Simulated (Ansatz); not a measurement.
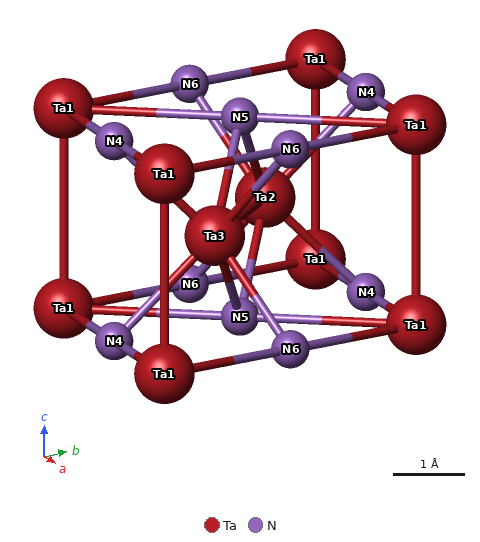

**Figure 1.** The structure (ball-and-stick view of the cell of the calculation, seen slightly off an axis; atoms are numbered from 1 in the order of the input).

## Run report: TaN, single-point calculation (part 1 of 2)

TaN (P6/mmm, 6 atoms in the cell), computed with DFT LDA+U, scalar-relativistic, plane waves, PAW, Ueff = 4 eV on Ta atom 1 d; Ueff = 4 eV on Ta atom 2 d; Ueff = 4 eV on Ta atom 3 d, spin-polarised (Ansatz 0.2.0).

The structure derives from an entry of the Crystallography Open Database. It belongs to a series of runs on one base structure; here: ferromagnetic start, free, natural orbitals of the symmetric run filled by rank. Figures and captions count atoms from 1; the log counts them from 0 in places.

### Output
```
Warning: crystal.symmetry: narrowed to the stabiliser of the occupation matrices — unitary ops 24 → 8; lowered by the specified shells (site 1, l: d), (site 2, l: d); largest admitted image defect 4.4e-16, smallest excluded 7.1e-1 — at a splitting's scale: the group the occupation matrices' own texture admits
Ta: projections on atomic orbitals take those of the free atom [Kr 4d10 4f14] 5s2 5p6 5d3 6s2, of charge +0.00 (hamiltonian.pseudopotentials.projection_atoms); the dataset's partial waves leave at most 6.0e-5 of an orbital's norm unspanned inside its sphere
N: projections on atomic orbitals take those of the free atom [He] 2s2 2p3, of charge +0.00 (hamiltonian.pseudopotentials.projection_atoms); the dataset's partial waves leave at most 9.3e-9 of an orbital's norm unspanned inside its sphere
Engine: ansatz 0.2.0, aarch64-unknown-linux-gnu
Pseudopotentials: kind: paw
Pseudopotential: Ta, paw, valence charge 13, recommended cutoff 420 eV (normal), Ta.paw.azcp
Pseudopotential: N, paw, valence charge 5, recommended cutoff 420 eV (normal), N.paw.azcp
Functional definition: SPW92
  exchange = slater_x
  correlation = pw_c
Crystal: 6 atoms, lattice volume = 67.705 Å³
Basis set: ecut = 420 eV, 1287 PW (Γ)
Bands: 36, of which v1, the nominal top of the filled ones, is band 27 counted from 1 (26 counted from 0)
Symmetry: 8 space group operations
k-points: 28 of 112
Non-local potential: Ta, projectors of the file, l = 0: 3, l = 1: 2, l = 2: 2, l = 3: 1
Non-local potential: N, projectors of the file, l = 0: 2, l = 1: 2, l = 2: 1
PAW form: soft (Blöchl's): semilocal exchange-correlation on the pseudo side does not see the compensation charge
PAW frozen core: Ta, regenerated for the run's functional, and the local potential with it (the file was generated under x = pbe(κ = 0.804, μ = 0.2195149727645171), c = pbe(β = 0.06672455060314922))
PAW frozen core: N, regenerated for the run's functional, and the local potential with it (the file was generated under x = pbe(κ = 0.804, μ = 0.2195149727645171), c = pbe(β = 0.06672455060314922))
PAW one-centre angular grid: Ta, 590 points (default); XC on 64 Gauss nodes
PAW one-centre angular grid: N, 110 points (default); XC on 64 Gauss nodes
Initial density: superposition of atomic densities (chi_scale 0.1, normalization cell, long waves kept (reshape's long-wave potential 0.02 eV rms))
Starting moments: Σ|m| = 6 μB on 3 of 6 sites
Initial wavefunctions: pseudopotential atomic-orbital guess
Functional: x = slater, c = lda
SCF iter   1: F=—  HF=-30155.953238 eV  |F-HF|=—  |Δ(HF+E_count)|=         —  Δρ=8.87e-2 (↑8.87e-2 ↓7.67e-2)  dr2=7.08e0  dr2_m=2.70e0  M=2.417 μB ∫|m|=2.723 μB  β_m=0.30  ethr=3.10e-3  ⟨swp⟩=6.0  Hψ=8328  notcnv=0
preconditioner: auto → Kerker (q_TF=auto, 2.627 Å⁻¹)  [metal: Δε(μ)=0.023 eV  Ē_g=10.819 eV  σ=0.050 eV  W_gap=0.25  n_scr=26 (ndim 8)  ℏωp=24.7 eV  f_vac=0.000  D(μ)=3.49/eV (n_scr^D=32)]
spin=Collinear: Kerker preconditioning applied to the charge; magnetization (m = ρ↑ − ρ↓) channel mixes plain (no charge-response kernel on spin).
SCF iter   2: F=—  HF=-30155.011947 eV  |F-HF|=—  |Δ(HF+E_count)|=   9.41e-1  Δρ=5.84e-2 (↑5.84e-2 ↓5.14e-2)  dr2=2.35e0  dr2_m=1.32e0  M=2.444 μB ∫|m|=2.761 μB  β_m=0.30  ethr=3.10e-3  ⟨swp⟩=2.1  Hψ=3465  notcnv=0  defer=158
preconditioner: auto → Resta (q_TF=auto, 2.627 Å⁻¹)  ε∞=6.6  [insulator: Δε(μ)=0.061 eV  Ē_g=10.475 eV  σ=0.050 eV  W_gap=0.55  n_scr=26 (ndim 8)  ℏωp=24.7 eV  f_vac=0.000  D(μ)=2.83/eV (n_scr^D=26)  ε∞_Penn≈6.6]
spin=Collinear: Resta preconditioning applied to the charge; magnetization (m = ρ↑ − ρ↓) channel mixes plain (no charge-response kernel on spin).
SCF iter   3: F=—  HF=-30154.626887 eV  |F-HF|=—  |Δ(HF+E_count)|=   3.85e-1  Δρ=3.40e-2 (↑3.38e-2 ↓3.40e-2)  dr2=2.64e-1  dr2_m=6.08e-1  M=2.640 μB ∫|m|=2.938 μB  β_m=0.30  ethr=3.10e-3  ⟨swp⟩=2.5  Hψ=3222  notcnv=0  defer=157
SCF iter   4: F=—  HF=-30154.659736 eV  |F-HF|=—  |Δ(HF+E_count)|=   3.28e-2  Δρ=2.25e-2 (↑2.21e-2 ↓2.25e-2)  dr2=3.66e-2  dr2_m=2.99e-1  M=2.709 μB ∫|m|=2.970 μB  β_m=0.30  ethr=4.90e-4  ⟨swp⟩=2.5  Hψ=3098  notcnv=0  defer=171
SCF iter   5: F=—  HF=-30154.698941 eV  |F-HF|=—  |Δ(HF+E_count)|=   3.92e-2  Δρ=1.59e-2 (↑1.56e-2 ↓1.59e-2)  dr2=2.16e-3  dr2_m=1.53e-1  M=2.680 μB ∫|m|=2.951 μB  β_m=0.30  ethr=6.78e-5  ⟨swp⟩=2.1  Hψ=3273  notcnv=0  defer=171
SCF iter   6: F=—  HF=-30154.722795 eV  |F-HF|=—  |Δ(HF+E_count)|=   2.39e-2  Δρ=1.13e-2 (↑1.13e-2 ↓1.12e-2)  dr2=5.59e-4  dr2_m=7.86e-2  M=2.659 μB ∫|m|=2.933 μB  β_m=0.30  ethr=3.99e-6  ⟨swp⟩=2.0  Hψ=3001  notcnv=0  defer=171
Mixer restart at iter 6: flushing history
spin-set hold released at iteration 6 (site moments contracting): the magnetisation degrees of freedom join the quasi-Newton model from the next iteration; the mixer history was flushed
SCF iter   7: F=—  HF=-30154.735193 eV  |F-HF|=—  |Δ(HF+E_count)|=   1.24e-2  Δρ=8.09e-3 (↑8.09e-3 ↓8.00e-3)  dr2=3.51e-4  dr2_m=4.00e-2  M=2.654 μB ∫|m|=2.927 μB  β_m=0.65  ethr=1.03e-6  ⟨swp⟩=2.0  Hψ=3228  notcnv=0  defer=171
SCF iter   8: F=—  HF=-30154.748279 eV  |F-HF|=—  |Δ(HF+E_count)|=   1.31e-2  Δρ=1.93e-4 (↑1.75e-4 ↓1.93e-4)  dr2=1.63e-5  dr2_m=1.76e-5  M=2.645 μB ∫|m|=2.913 μB  β_m=0.82  ethr=6.50e-7  ⟨swp⟩=3.2  Hψ=3825  notcnv=0  defer=171
SCF iter   9: F=—  HF=-30154.748293 eV  |F-HF|=—  |Δ(HF+E_count)|=   1.39e-5  Δρ=7.28e-5 (↑7.28e-5 ↓6.38e-5)  dr2=2.49e-6  dr2_m=2.38e-6  M=2.645 μB ∫|m|=2.913 μB  β_m=0.91  ethr=3.02e-8  ⟨swp⟩=2.0  Hψ=2907  notcnv=0  defer=171
SCF iter  10: F=—  HF=-30154.748295 eV  |F-HF|=—  |Δ(HF+E_count)|=   2.19e-6  Δρ=2.14e-5 (↑2.14e-5 ↓2.09e-5)  dr2=1.82e-6  dr2_m=9.20e-8  M=2.647 μB ∫|m|=2.913 μB  β_m=0.78  ethr=4.61e-9  ⟨swp⟩=2.0  Hψ=2911  notcnv=0  defer=171
SCF iter  11: F=—  HF=-30154.748294 eV  |F-HF|=—  |Δ(HF+E_count)|=   2.98e-7  Δρ=3.91e-6 (↑3.79e-6 ↓3.91e-6)  dr2=1.70e-8  dr2_m=4.67e-9  M=2.647 μB ∫|m|=2.913 μB  β_m=0.78  ethr=1.85e-10  ⟨swp⟩=13.7  Hψ=14343  notcnv=0
Mixer restart at iter 11: flushing history
SCF iter  12: F=—  HF=-30154.749205 eV  |F-HF|=—  |Δ(HF+E_count)|=         —  Δρ=9.10e-6 (↑9.10e-6 ↓8.39e-6)  dr2=1.51e-7  dr2_m=2.68e-8  M=2.646 μB ∫|m|=2.913 μB  β_m=0.78  ethr=3.15e-11  ⟨swp⟩=2.0  Hψ=2950  notcnv=0
SCF iter  13: F=—  HF=-30159.609835 eV  |F-HF|=—  |Δ(HF+E_count)|=    4.86e0  Δρ=1.81e-2 (↑1.81e-2 ↓1.48e-2)  dr2=4.83e-1  dr2_m=1.07e-1  M=1.519 μB ∫|m|=1.879 μB  β_m=0.06  ethr=3.15e-11  ⟨swp⟩=8.1  Hψ=10653  notcnv=0  defer=7
SCF iter  14: F=—  HF=-30159.716452 eV  |F-HF|=—  |Δ(HF+E_count)|=   1.07e-1  Δρ=1.76e-2 (↑1.76e-2 ↓1.43e-2)  dr2=3.62e-1  dr2_m=1.10e-1  M=1.411 μB ∫|m|=1.780 μB  β_m=0.07  ethr=3.15e-11  ⟨swp⟩=5.9  Hψ=7997  notcnv=0  defer=125
SCF iter  15: F=—  HF=-30159.801609 eV  |F-HF|=—  |Δ(HF+E_count)|=   8.52e-2  Δρ=1.49e-2 (↑1.49e-2 ↓1.20e-2)  dr2=1.56e-1  dr2_m=8.88e-2  M=1.240 μB ∫|m|=1.602 μB  β_m=0.04  ethr=3.15e-11  ⟨swp⟩=6.6  Hψ=8456  notcnv=0  defer=125
SCF iter  16: F=—  HF=-30159.915915 eV  |F-HF|=—  |Δ(HF+E_count)|=   1.14e-1  Δρ=1.40e-2 (↑1.40e-2 ↓1.09e-2)  dr2=7.09e-2  dr2_m=8.23e-2  M=1.102 μB ∫|m|=1.463 μB  β_m=0.10  ethr=3.15e-11  ⟨swp⟩=6.2  Hψ=7979  notcnv=0  defer=133
SCF iter  17: F=—  HF=-30160.238419 eV  |F-HF|=—  |Δ(HF+E_count)|=   3.23e-1  Δρ=1.29e-2 (↑1.29e-2 ↓9.31e-3)  dr2=2.81e-2  dr2_m=6.41e-2  M=0.927 μB ∫|m|=1.227 μB  β_m=0.29  ethr=3.15e-11  ⟨swp⟩=6.7  Hψ=9068  notcnv=0  defer=139
SCF iter  18: F=—  HF=-30161.098919 eV  |F-HF|=—  |Δ(HF+E_count)|=   8.61e-1  Δρ=7.09e-3 (↑7.09e-3 ↓5.77e-3)  dr2=6.39e-2  dr2_m=1.21e-2  M=0.402 μB ∫|m|=0.512 μB  β_m=0.60  ethr=3.15e-11  ⟨swp⟩=7.2  Hψ=10561  notcnv=0  defer=113
SCF iter  19: F=—  HF=-30161.173751 eV  |F-HF|=—  |Δ(HF+E_count)|=   7.48e-2  Δρ=4.42e-3 (↑4.42e-3 ↓2.60e-3)  dr2=8.26e-3  dr2_m=5.26e-3  M=0.275 μB ∫|m|=0.440 μB  β_m=0.80  ethr=3.15e-11  ⟨swp⟩=6.6  Hψ=9542  notcnv=0  defer=113
SCF iter  20: F=—  HF=-30161.195215 eV  |F-HF|=—  |Δ(HF+E_count)|=   2.15e-2  Δρ=3.02e-3 (↑3.02e-3 ↓2.27e-3)  dr2=2.05e-3  dr2_m=3.43e-3  M=0.189 μB ∫|m|=0.318 μB  β_m=0.90  ethr=3.15e-11  ⟨swp⟩=5.9  Hψ=8091  notcnv=0  defer=107
SCF iter  21: F=—  HF=-30161.225838 eV  |F-HF|=—  |Δ(HF+E_count)|=   3.06e-2  Δρ=1.81e-3 (↑1.05e-3 ↓1.81e-3)  dr2=1.23e-3  dr2_m=9.44e-4  M=0.017 μB ∫|m|=0.111 μB  β_m=0.95  ethr=3.15e-11  ⟨swp⟩=6.8  Hψ=9005  notcnv=0  defer=107
SCF iter  22: F=—  HF=-30161.228636 eV  |F-HF|=—  |Δ(HF+E_count)|=   2.80e-3  Δρ=1.15e-3 (↑1.15e-3 ↓8.08e-4)  dr2=1.19e-3  dr2_m=4.26e-4  M=0.016 μB ∫|m|=0.075 μB  β_m=0.97  ethr=3.15e-11  ⟨swp⟩=5.7  Hψ=7739  notcnv=0  defer=110
SCF iter  23: F=—  HF=-30161.230458 eV  |F-HF|=—  |Δ(HF+E_count)|=   1.82e-3  Δρ=5.53e-4 (↑5.53e-4 ↓5.40e-4)  dr2=6.40e-4  dr2_m=4.05e-5  M=0.005 μB ∫|m|=0.021 μB  β_m=0.84  ethr=3.15e-11  ⟨swp⟩=6.1  Hψ=7398  notcnv=0  defer=110
SCF iter  24: F=—  HF=-30161.230448 eV  |F-HF|=—  |Δ(HF+E_count)|=   9.93e-6  Δρ=2.23e-4 (↑2.23e-4 ↓1.67e-4)  dr2=9.98e-5  dr2_m=9.48e-6  M=-0.006 μB ∫|m|=0.008 μB  β_m=0.92  ethr=3.15e-11  ⟨swp⟩=5.2  Hψ=6583  notcnv=0  defer=110
SCF iter  25: F=—  HF=-30161.230497 eV  |F-HF|=—  |Δ(HF+E_count)|=   4.87e-5  Δρ=9.46e-5 (↑9.46e-5 ↓6.20e-5)  dr2=8.34e-6  dr2_m=1.81e-6  M=0.000 μB ∫|m|=0.005 μB  β_m=0.93  ethr=3.15e-11  ⟨swp⟩=4.8  Hψ=5849  notcnv=0  defer=111
SCF iter  26: F=—  HF=-30161.230504 eV  |F-HF|=—  |Δ(HF+E_count)|=   6.91e-6  Δρ=4.50e-5 (↑3.41e-5 ↓4.50e-5)  dr2=2.90e-6  dr2_m=3.42e-7  M=-0.001 μB ∫|m|=0.002 μB  β_m=0.92  ethr=3.15e-11  ⟨swp⟩=4.1  Hψ=5571  notcnv=0  defer=111
SCF iter  27: F=—  HF=-30161.230505 eV  |F-HF|=—  |Δ(HF+E_count)|=   1.05e-6  Δρ=1.07e-5 (↑1.07e-5 ↓8.05e-6)  dr2=2.12e-7  dr2_m=3.78e-8  M=-0.000 μB ∫|m|=0.001 μB  β_m=0.96  ethr=3.15e-11  ⟨swp⟩=3.7  Hψ=4405  notcnv=0  defer=111
iter 28 did not close the SCF: its close was put off for a magnetic moment that had not settled (scf_convergence_deferred on its scf_iter line)
SCF iter  28: F=-30161.230505 eV  HF=-30161.230505 eV  |F-HF|=1.84e-8  |Δ(HF+E_count)|=   1.14e-8  Δρ=8.40e-6 (↑8.40e-6 ↓5.29e-6)  dr2=5.24e-8  dr2_m=2.39e-8  M=0.000 μB ∫|m|=0.001 μB  β_m=0.91  ethr=3.15e-11  ⟨swp⟩=11.5  Hψ=12299  notcnv=0
iter 29 did not close the SCF: its close was put off for a magnetic moment that had not settled (scf_convergence_deferred on its scf_iter line)
SCF iter  29: F=-30161.230505 eV  HF=-30161.230505 eV  |F-HF|=1.12e-9  |Δ(HF+E_count)|=   1.07e-7  Δρ=1.65e-6 (↑1.65e-6 ↓1.12e-6)  dr2=1.60e-9  dr2_m=9.95e-10  M=0.000 μB ∫|m|=0.000 μB  β_m=0.96  ethr=3.15e-11  ⟨swp⟩=5.9  Hψ=10911  notcnv=0
SCF iter  30: F=-30161.230505 eV  HF=-30161.230505 eV  |F-HF|=7.28e-12  |Δ(HF+E_count)|=   3.95e-9  Δρ=1.75e-7 (↑1.75e-7 ↓1.53e-7)  dr2=3.88e-11  dr2_m=1.08e-11  M=0.000 μB ∫|m|=0.000 μB  ethr=2.96e-12  ⟨swp⟩=4.9  Hψ=9768  notcnv=0
WARN: the starting moments were not kept: the SCF closed with an absolute magnetisation of 7.9e-6 μB, where they sum to 6 μB in size (3 sites). That is at most 0.1 of that sum. Measured as dr2_m measures the in/out step, that magnetisation stands 6.6e-12 eV from none, at or under the dr2_threshold of 1.0e-7 eV: it is no larger than a step whose dr2_m would equal this threshold. The system may hold no moment; this SCF shows only that its start led to no more than that. To try another start: raise the starting moments (crystal.atoms[].spin, magnetization.per_species, magnetization.initial_magnetization, or on a non-collinear deck that types none of these the spinor_matrix: blocks that start its atoms; where the total moment is fixed, keep their sum and leave initial_magnetization as it is; typed ones take the place of any that the run laid by itself, positive ones on a crystal's lanthanoids without a Hubbard term where scf.initial_density.shell_occupations: [] is typed) or, if the notice of its spin-set hold's release reads "site moments contracting" or "site moments show no strong build", lengthen the hold (scf.mixing.spin_hold: { on: { confirm: 4 } }; for m-r²SCAN on two components see the key's manual first). Each may lead to a state that holds a moment. A second SCF, from the converged charge density, with the starting moments and any scf.initial_density.shell_occupations laid on it anew, would have followed, and was not run: the deck does not ask for one (magnetization.retry_lost_moments is false, the default). To let it run, set magnetization.retry_lost_moments: true and run the deck again, where that key's refused combinations let it; where memory then withholds it, that run's warning says so.
WARN: hamiltonian.hubbard: on 3 of 6 specified blocks the occupation matrix of this SCF's result fails the test of the specified filling. At site 0 ↑ (sites count from 0 in the list of atoms of the cell that this SCF solves) the least filled combination of the orbitals specified full has occupation 0.459, and the fullest combination of the orbitals specified empty has occupation 0.450; the filling counts as kept where the first is at least 0.75 and exceeds the second by more than 0.25. The same holds at site 1 ↑, site 2 ↑. The state of this SCF's result may not hold the specified filling, though these bounds can also misjudge a state that does. This warning does not say which state is lower in energy, or whether the specified filling is a self-consistent state at all; see hamiltonian.hubbard.sites[].starting_ns, Limitations, and scf.initial_density.shell_occupations in the input reference
SCF 1 converged in 30 iterations: F = -30161.230505 eV  dr2 = 3.88e-11
  greatest PAW one-centre occupation: 1.000 electrons in one spin orbital (limit 2), on the Ta atom at site 2 (counted from 0), in its partial waves of l = 0
SCF converged after 30 iterations
Magnetization: 0.0000 μB (27.0000 up, 27.0000 down)
Absolute magnetization: 0.0000 μB (∫|ρ↑−ρ↓|, with the PAW one-centre terms)
Spin contamination: 0.0000 ħ² per cell (⟨S²⟩ above its minimum at these occupations)
```
